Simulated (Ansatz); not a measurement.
# Al5Ga3N8: single-point calculation

Al5Ga3N8 (Cm, 16 atoms in the cell), computed with DFT PBEsol, scalar-relativistic, plane waves, PAW, no spin polarisation (Ansatz 0.2.0).

The structure was built on a prototype by a generator; it need not be a known phase.

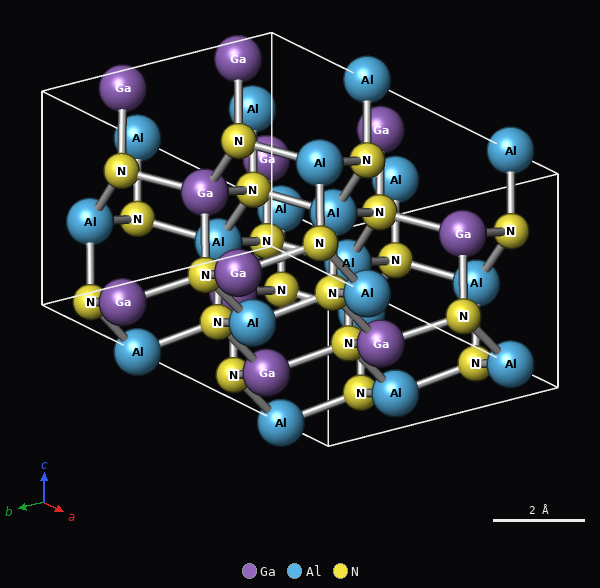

The input geometry (ball-and-stick view of the cell 2 times as large as that of the calculation, set on its symmetry axes, seen at an oblique angle).

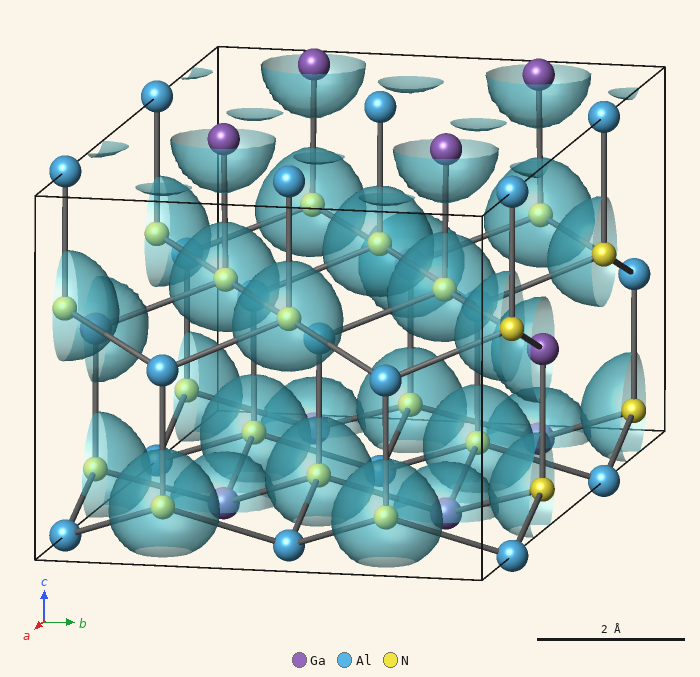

Isosurface of the valence electron density at 1 e/Å³ (cyan), seen slightly off an axis. Sticks mark near contacts. The outline is the cell set on symmetry axes. At this value the density breaks into separate islands; it holds about 60 % of the electrons treated as valence (semicore included). It is pinched off along the Al–N (1.88 Å) and Ga–N (1.93 Å) contacts. On the grid the lowest density along these lines, outside the cores, is 0.58 e/Å³ (Al–N, 1.88 Å) and 0.75 e/Å³ (Ga–N, 1.93 Å). Core electrons are frozen (PAW), so the fields are smoothed inside the atomic spheres.

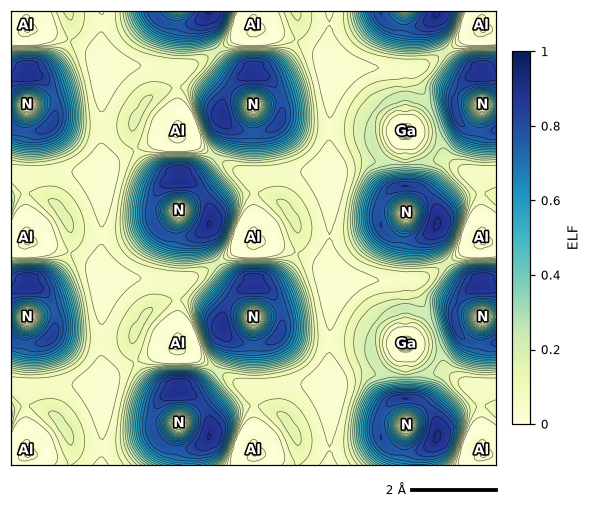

ELF on the (010) plane of the conventional cell. Atoms in the plane: Al, Ga and N. Ga–N (1.95 Å): the ELF is about 0.45 at the midpoint.

These pictures come from the run below.

Input:
```yaml
crystal:
  lattice:
    - [-0.0014430012, -0.0008331171, -5.0689060247]
    - [3.1368704847, 5.434398666, 0.0018002063]
    - [3.1378920567, -5.4349884708, 0.0]
  atoms:
    - { symbol: Ga, position: [-0.0011665615, 0.1652001798, 0.3313124082] }
    - { symbol: Ga, position: [-0.0011665615, 0.1652001798, 0.8338877716] }
    - { symbol: Al, position: [-3.45465e-05, 0.6672093499, 0.333604675] }
    - { symbol: Al, position: [-0.0003493759, 0.6689294519, 0.834464726] }
    - { symbol: Ga, position: [0.4990435769, 0.3350319095, 0.6675159547] }
    - { symbol: Al, position: [0.5000651375, 0.3355262969, 0.1677631485] }
    - { symbol: Al, position: [0.5002337959, 0.8314910624, 0.6653480318] }
    - { symbol: Al, position: [0.5002337959, 0.8314910624, 0.1661430306] }
    - { symbol: "N", position: [0.6134880633, 0.1629775432, 0.3263747209] }
    - { symbol: "N", position: [0.6134880633, 0.1629775432, 0.8366028223] }
    - { symbol: "N", position: [0.6226921529, 0.6671763207, 0.3335881604] }
    - { symbol: "N", position: [0.6246105434, 0.6744702905, 0.8372351453] }
    - { symbol: "N", position: [0.1147659583, 0.3398643471, 0.6699321736] }
    - { symbol: "N", position: [0.1259436724, 0.3406399046, 0.1703199523] }
    - { symbol: "N", position: [0.1240761429, 0.8259072791, 0.6626518608] }
    - { symbol: "N", position: [0.1240761429, 0.8259072791, 0.1632554183] }
basis:
  ecutwfc: 420
kpoints:
  mp_grid: { grid: [6, 4, 4] }
  band_path: { path: [[0.0, 0.0, 0.0], [0.05, 0.0, 0.0]], npoints: 1 }
hamiltonian:
  xc: pbesol
scf:
  occupations: { method: gaussian, width: 0.02 }
  n_extra_bands: 11
output:
  forces: true
  stress: true
  eigenvalues: true
  write_density: true
  write_potential: true
  elf: true
  volumetric_format: npy
```

Launch command:
```bash
ansatz run input.yaml --threads 4 --pin off --max-ram 10240MiB --backend cpu --events-out ev --progress --plain --runs-dir out
```

Output:
```
scf.n_extra_bands = 11 over 47 filled bands (N_el = 94.0): the run solves 58 bands
Engine: ansatz 0.2.0, x86_64-unknown-linux-gnu
Pseudopotentials: kind: paw
Pseudopotential: Ga, paw, valence charge 13, recommended cutoff 420 eV (normal), Ga.paw.azcp
Pseudopotential: Al, paw, valence charge 3, recommended cutoff 420 eV (normal), Al.paw.azcp
Pseudopotential: N, paw, valence charge 5, recommended cutoff 420 eV (normal), N.paw.azcp
Functional definition: PBEsol
  exchange = pbesol_x
  correlation = pbesol_c
Crystal: 16 atoms, lattice volume = 172.857 Å³
Basis set: ecut = 420 eV, 3401 PW (Γ), exchange–correlation on 72×90×90 points (8 copies of the dense FFT grid, shifted against one another)
Bands: 58, of which v1, the nominal top of the filled ones, is band 47 counted from 1 (46 counted from 0)
Symmetry: 2 space group operations
Space group: Cm (ITA 8), of the structure as read, at distance tolerance 5.6e-5 Å
k-points: 34 of 96 (time reversal used)
Non-local potential: Ga, projectors of the file, l = 0: 2, l = 1: 2, l = 2: 3, l = 3: 1
Non-local potential: Al, projectors of the file, l = 0: 2, l = 1: 2, l = 2: 1
Non-local potential: N, projectors of the file, l = 0: 2, l = 1: 2, l = 2: 1
PAW form: soft (Blöchl's): semilocal exchange-correlation on the pseudo side does not see the compensation charge
PAW frozen core: Ga, regenerated for the run's functional, and the local potential with it (the file was generated under x = pbe(κ = 0.804, μ = 0.2195149727645171), c = pbe(β = 0.06672455060314922))
PAW frozen core: Al, regenerated for the run's functional, and the local potential with it (the file was generated under x = pbe(κ = 0.804, μ = 0.2195149727645171), c = pbe(β = 0.06672455060314922))
PAW frozen core: N, regenerated for the run's functional, and the local potential with it (the file was generated under x = pbe(κ = 0.804, μ = 0.2195149727645171), c = pbe(β = 0.06672455060314922))
PAW one-centre angular grid: Ga, 590 points (default); XC on 64 Gauss nodes
PAW one-centre angular grid: Al, 110 points (default); XC on 64 Gauss nodes
PAW one-centre angular grid: N, 110 points (default); XC on 64 Gauss nodes
Initial density: superposition of atomic densities (neutral atoms: chi_scale 0, normalization atom), corrected by the library's trained network
Initial wavefunctions: pseudopotential atomic-orbital guess
Functional: x = pbesol(κ = 0.804, μ = 0.12345679012345678), c = pbesol(β = 0.046)
SCF iter   1: F=—  HF=-16898.328205 eV  |F-HF|=—  |Δ(HF+E_count)|=         —  Δρ=1.14e-2  dr2=2.32e-1  ethr=1.77e-3  ⟨swp⟩=7.1  Hψ=8771  notcnv=0  defer=11
preconditioner: auto → Resta (q_TF=auto, 2.465 Å⁻¹)  ε∞=4.7  [insulator: Δε(μ)=3.124 eV  Ē_g=14.295 eV  σ=0.020 eV  W_gap=1.00  n_scr=44 (ndim 8)  ℏωp=27.4 eV  f_vac=0.000  D(μ)=0.00/eV (n_scr^D=0)  ε∞_Penn≈4.7]
SCF iter   2: F=—  HF=-16898.261554 eV  |F-HF|=—  |Δ(HF+E_count)|=   6.67e-2  Δρ=1.83e-3  dr2=6.76e-3  ethr=2.47e-4  ⟨swp⟩=2.1  Hψ=3274  notcnv=0  defer=138
SCF iter   3: F=—  HF=-16898.260354 eV  |F-HF|=—  |Δ(HF+E_count)|=   1.20e-3  Δρ=9.33e-4  dr2=1.70e-3  ethr=7.19e-6  ⟨swp⟩=2.4  Hψ=2719  notcnv=0  defer=138
SCF iter   4: F=—  HF=-16898.260027 eV  |F-HF|=—  |Δ(HF+E_count)|=   3.27e-4  Δρ=1.75e-4  dr2=5.95e-5  ethr=1.80e-6  ⟨swp⟩=2.0  Hψ=2644  notcnv=0  defer=138
SCF iter   5: F=—  HF=-16898.259557 eV  |F-HF|=—  |Δ(HF+E_count)|=   4.70e-4  Δρ=1.05e-4  dr2=1.53e-5  ethr=6.33e-8  ⟨swp⟩=2.0  Hψ=3423  notcnv=0  defer=138
SCF iter   6: F=—  HF=-16898.259554 eV  |F-HF|=—  |Δ(HF+E_count)|=   2.85e-6  Δρ=3.79e-5  dr2=2.68e-6  ethr=1.63e-8  ⟨swp⟩=2.9  Hψ=4048  notcnv=0  defer=138
SCF iter   7: F=—  HF=-16898.259554 eV  |F-HF|=—  |Δ(HF+E_count)|=   3.84e-7  Δρ=1.13e-5  dr2=2.03e-7  ethr=2.85e-9  ⟨swp⟩=3.0  Hψ=3432  notcnv=0  defer=138
SCF iter   8: F=-16898.259554 eV  HF=-16898.259554 eV  |F-HF|=7.39e-10  |Δ(HF+E_count)|=   2.58e-8  Δρ=2.24e-6  dr2=8.30e-9  ethr=1.06e-10  ⟨swp⟩=14.2  Hψ=12913  notcnv=0
SCF 1 converged in 8 iterations: F = -16898.259554 eV  dr2 = 8.30e-9
  greatest PAW one-centre occupation: 0.995 electrons in one spin orbital (limit 2), on the Ga atom at site 4 (counted from 0), in its partial waves of l = 2
NSCF: frozen V_eff on 2 k-points
SCF converged after 8 iterations
Free energy (F): -16898.259554 eV
Harris-Foulkes:  -16898.259554 eV  (|F-HF|=7.39e-10)
Internal energy: -16898.259554 eV  (E = F + TS)
E sigma→0 (E₀):  -16898.259554 eV
Fermi energy:    9.611984 eV
--- Per-component energies (eV) ---
  E_band       = 17.696576
  E_kinetic    = 1533.721014
  E_local      = -8380.230079  (includes V_loc(G=0)·N_el)
  E_nonlocal   = 1705.034504
  E_hartree    = 3763.231000
  E_xc         = -886.457159
  E_vxc        = -938.866194  (∫ρ·V_xc dr)
  E_paw        = -9116.974382  (= ΣΔE_a)
  E_vpaw       = -1428.422959  (= ΣTr[D̂ρ^β])
  E_aug_tail   = 0.000539  (compensation charges beyond the density's cutoff)
  E_ewald      = -5519.494410
  E_core_change = 2.909419  (= ΣΔE_core)
  E_smearing   = -0.000000  (= −TS)
  E_closure    = -0.000000  (closes the sum)
  Σ components = -16898.259554   (vs F -16898.259554, Δ=0.00e0)
--- Forces (eV/Å), atoms counted from 1 ---
  atom   1  Ga     0.00019657    -0.00025551    -0.00041980
  atom   2  Ga    -0.00012299     0.00029798    -0.00041980
  atom   3  Al     0.00047935     0.00027675     0.00146306
  atom   4  Al    -0.00034266    -0.00019784     0.00043067
  atom   5  Ga     0.00009815     0.00005667    -0.00235034
  atom   6  Al    -0.00113377    -0.00065458     0.00129931
  atom   7  Al    -0.00054085     0.00028525     0.00054360
  atom   8  Al    -0.00002339    -0.00061102     0.00054360
  atom   9  N      0.00085686     0.00008166     0.00082847
  atom  10  N      0.00049916     0.00070123     0.00082847
  atom  11  N      0.00102670     0.00059277    -0.00117729
  atom  12  N     -0.00091826    -0.00053016    -0.00000248
  atom  13  N     -0.00013906    -0.00008028     0.00185351
  atom  14  N     -0.00049258    -0.00028439    -0.00149006
  atom  15  N      0.00022809     0.00025029    -0.00095555
  atom  16  N      0.00033080     0.00007239    -0.00095555
  max |Σ_I F_I| component: 1.98e-5 eV/Å
--- Stress (GPa, compression-positive) ---
        0.001546      -0.000360      -0.001101
       -0.000360       0.001962      -0.000636
       -0.001097      -0.000633       0.004642
  P = ⅓ Tr σ = 0.0027 GPa (0.027 kbar)
--- Band table (eV; the first three rows and the last of 34) ---
  k-point 0: bands = ["-7.4368", "-6.4583", "-6.1799", "-6.1528", "-6.1273", "-5.6754", "-5.6743", "-5.0085", "-4.9723", "-4.9708", "-4.9043", "-4.8959", "-4.8691", "-4.8454", "-4.8156", "-4.7881", "-4.7426", "-4.2751", "-4.2623", "-4.0548", "-3.6213", "-3.6075", "-3.3590", "1.4614", "2.0225", "2.1887", "2.3282", "3.3070", "3.3689", "3.6700", "4.3512", "4.3546", "4.4716", "5.6973", "5.7036", "5.7127", "6.0071", "6.0213", "6.0706", "7.0893", "7.1063", "7.1802", "7.2514", "7.3016", "7.9240", "7.9863", "8.0164", "11.2076", "13.0307", "13.1577", "13.5541", "13.6847", "13.7925", "13.8109", "13.8537", "14.9437", "15.0526", "15.6911"]
  k-point 1: bands = ["-7.2608", "-6.4991", "-6.2535", "-6.1755", "-6.0801", "-5.7924", "-5.6340", "-5.1050", "-4.9722", "-4.9513", "-4.9075", "-4.8882", "-4.8563", "-4.8363", "-4.8163", "-4.7918", "-4.7532", "-4.4955", "-4.2963", "-4.0380", "-3.7514", "-3.4866", "-3.2316", "1.7049", "2.3569", "2.5406", "2.7501", "3.3824", "3.6203", "3.8076", "4.0684", "4.3122", "4.3861", "5.1226", "5.1713", "5.8775", "6.1495", "6.2128", "6.2531", "6.6149", "6.6575", "6.7937", "6.8780", "7.0743", "7.3530", "7.8653", "7.8866", "12.0911", "13.4371", "13.6981", "13.8275", "14.0026", "14.1730", "14.4125", "14.5713", "14.9865", "15.5855", "15.9623"]
  k-point 2: bands = ["-6.8612", "-6.7833", "-6.3305", "-6.1837", "-6.0384", "-5.8915", "-5.6183", "-5.1785", "-4.9514", "-4.9424", "-4.9117", "-4.8888", "-4.8428", "-4.8347", "-4.8102", "-4.7919", "-4.7719", "-4.6739", "-4.3356", "-3.9851", "-3.7961", "-3.4145", "-3.2135", "2.2803", "2.4706", "3.1429", "3.2263", "3.3074", "3.5178", "4.1453", "4.2212", "4.2746", "4.4451", "4.7588", "4.8635", "5.3818", "5.5363", "6.1057", "6.1410", "6.2733", "6.3807", "6.4011", "6.4127", "7.4379", "7.5223", "7.5412", "7.6883", "13.1726", "13.3270", "13.6721", "13.8108", "14.5229", "14.8693", "15.5728", "15.7020", "15.7524", "15.8460", "16.3574"]
  k-point 33: bands = ["-6.5653", "-6.4018", "-6.2383", "-6.0647", "-6.0595", "-5.9839", "-5.6997", "-5.3009", "-4.9694", "-4.9476", "-4.9313", "-4.8835", "-4.8450", "-4.8349", "-4.7944", "-4.7659", "-4.7475", "-4.5728", "-4.4128", "-4.2421", "-4.1630", "-3.8478", "-3.5786", "2.2045", "2.5292", "2.9721", "2.9995", "3.2914", "3.7117", "4.1248", "4.1735", "4.7612", "4.8229", "4.9604", "4.9812", "6.1440", "6.2003", "6.2511", "6.4135", "6.6971", "6.7052", "6.7390", "6.7695", "6.8931", "6.9577", "7.0059", "7.1917", "13.7258", "13.8239", "14.1231", "14.1501", "14.2537", "14.3937", "14.4245", "14.4485", "15.9300", "16.0173", "16.1446"]
```

Summary:

```csv
quantity,value
outcome,converged
space group (tolerance 0.01 Å),Cm (8)
electrons treated,94
free energy,−16898.2596 eV
Fermi energy,9.612 eV
gap on the k-point mesh,3.19 eV
gap on the band path,3.19 eV
pressure,0.00 GPa
largest force (length of the vector),0.002 eV/Å
hardware,"4 threads of Intel Xeon @ 2.70GHz, 189 GiB of memory available, shared host"
wall time,19 s (CPU time 69 s)
peak memory,0.69 GiB
```
